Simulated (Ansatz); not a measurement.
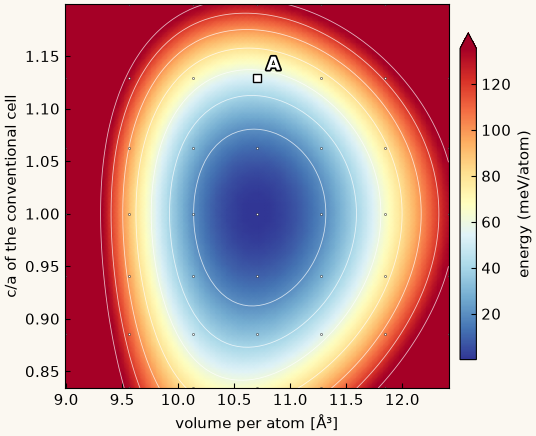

Al₃GaN₄ (P-43m, No. 215; 8 atoms in the cell). The energy is mapped over volume and the cell's shape. The first coordinate is: volume per atom; the second: c/a of the conventional cell. Nothing is relaxed (fractional coordinates fixed). Grid: 7 × 7 points. Points are written as (first, second). Energies: meV/atom, counted from the lowest grid point. The calculation used DFT PBEsol, scalar-relativistic, plane waves, PAW in Ansatz 0.2.0. Settings: cutoff 520 eV, k-mesh 6×6×6, gaussian smearing 0.05 eV, no spin polarisation.

Drawn: a smooth colour map with a few white contour lines, dots at the grid points, one colour for all values above the top of the scale, the point A. Between grid points the surface is interpolated.

> Is A at rest? If not, where is it pushed?

A, at (10.70 Å³, 1.129), is not a stationary point. The computed force is 6.2 meV/atom for each Å³ towards smaller values of volume per atom and 860 meV/atom for each unit towards smaller values of c/a of the conventional cell.
